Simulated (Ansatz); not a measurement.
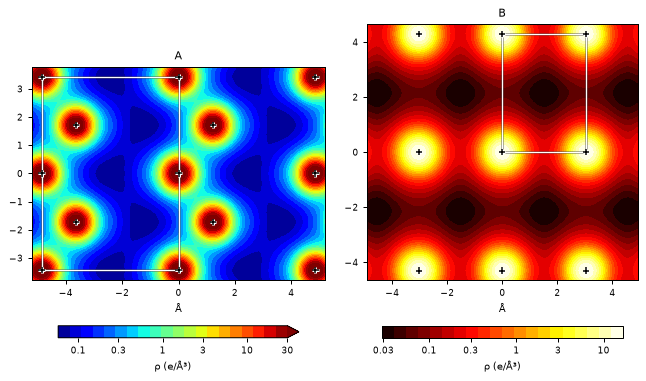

The valence electron density of 2 systems, each on a plane through atoms (crosses mark nuclei in the plane).

Level of theory: DFT, LDA (PW92), plane waves (420 eV) with PAW, scalar-relativistic in Ansatz 0.2.0.

System 1: Co, the (110) plane of the conventional cell. Space group Fd-3m; set up as Co, diamond; a generated structure, not necessarily the stable one; changed on purpose from its base cell (volume × 1.04); computed pressure about −6 GPa in this cell; computed without spin polarisation.

```xyz
8
Lattice="4.8570 0.0000 0.0000 0.0000 4.8570 0.0000 0.0000 0.0000 4.8570" Properties=species:S:1:pos:R:3 pbc="T T T"
Co    3.6427    1.2142    1.2142
Co    1.2142    3.6427    1.2142
Co    1.2142    1.2142    3.6427
Co    3.6427    3.6427    3.6427
Co    2.4285    0.0000    0.0000
Co    0.0000    2.4285    0.0000
Co    0.0000    0.0000    2.4285
Co    2.4285    2.4285    2.4285
```

System 2: Sn, the (011) plane of the conventional cell. Space group Pm-3m; set up as Sn, simple cubic; a generated structure, not necessarily the stable one; changed on purpose from its base cell (volume × 1.04).

**Which map belongs to which system?**

Panel A is system 1, Co: the plane holds Co. Co–Co (2.10 Å): the density is about 0.7 e/Å³ at the midpoint. Panel B is system 2, Sn: the plane holds Sn. Sn–Sn (3.04 Å): ρ is about 0.24 e/Å³ halfway.
